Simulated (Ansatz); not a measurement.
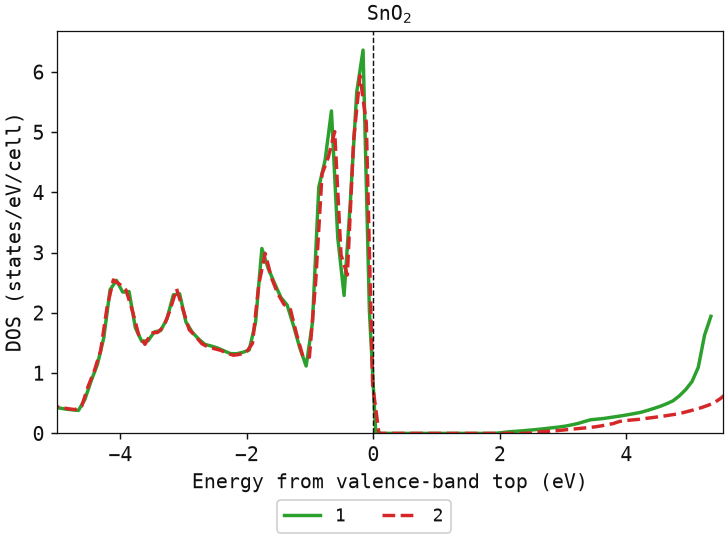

Total densities of states of SnO2, space group P-3m1 (No. 164), 3 atoms in the cell, by two methods on the same cell. Each is counted from its own valence-band top.

**Which curve is which? The methods: r2SCAN, PBE+D3(BJ).**

1 is PBE+D3(BJ); 2 is r2SCAN. PBE+D3(BJ) gives a gap of 1.87 eV and r2SCAN gives a gap of 2.38 eV.

Settings. PBE+D3(BJ): DFT PBE+D3(BJ), scalar-relativistic, plane waves, PAW, no spin polarisation, 12×12×6 k mesh, 420 eV cutoff (Ansatz 0.2.0). r2SCAN: DFT r2SCAN, scalar-relativistic, plane waves, PAW, no spin polarisation, 12×12×6 k mesh, 500 eV cutoff, Gaussian smearing of 0.02 eV (Ansatz 0.2.0).

The structure is an invented one, so it need not be a known or stable phase.
